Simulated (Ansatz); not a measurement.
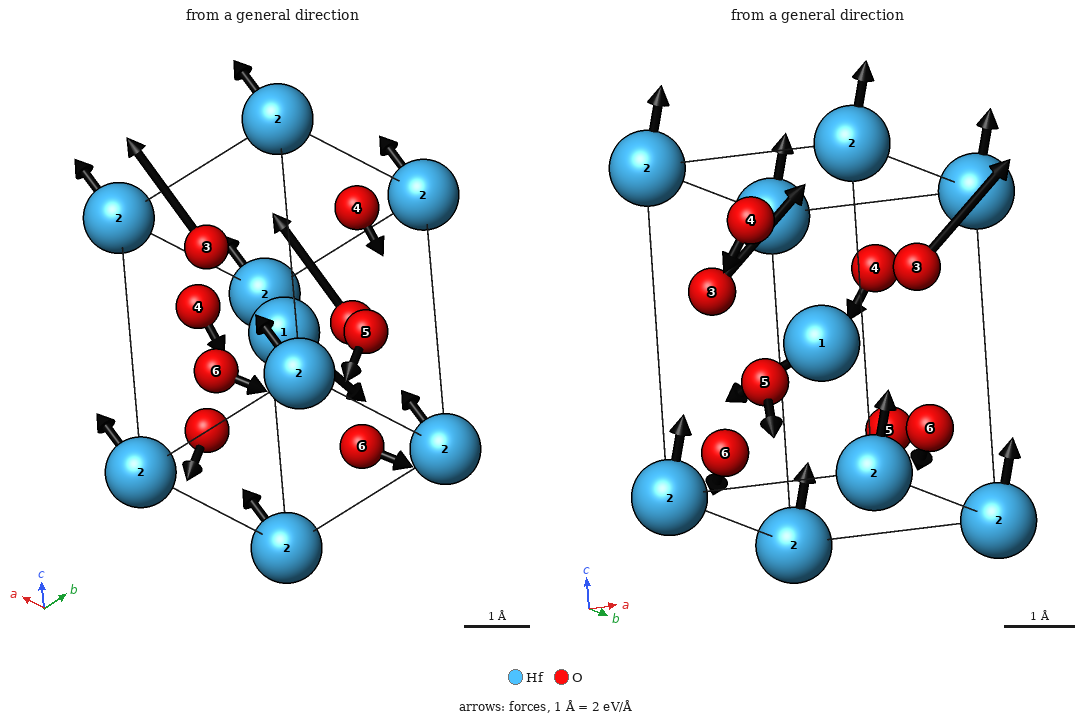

View from two general directions, drawn as a spheres-only model. The edges of the simulation cell are marked. The arrows are the computed forces on the atoms.

System: HfO2. Computational set-up: DFT PBE, scalar-relativistic, plane waves, PAW in Ansatz 0.2.0, an energy cutoff of 420 eV, a 6×6×6 k-point mesh, Gaussian smearing of 0.05 eV, no spin polarisation.

> Has this structure been optimised to equilibrium?

No. The atoms still feel forces of up to about 3.6 eV/Å, far above a usual threshold of 0.01 to 0.03 eV/Å.

> Find the atom with the largest force.

O3, about 3.6 eV/Å.

> State the average force for each kind of atom.

Mean magnitudes: about Hf 2 eV/Å, O 1.8 eV/Å.

Provenance: a structure listed in the Materials Project. The cell was then strained or its atoms displaced on purpose. A calculation with Ansatz used it as input.
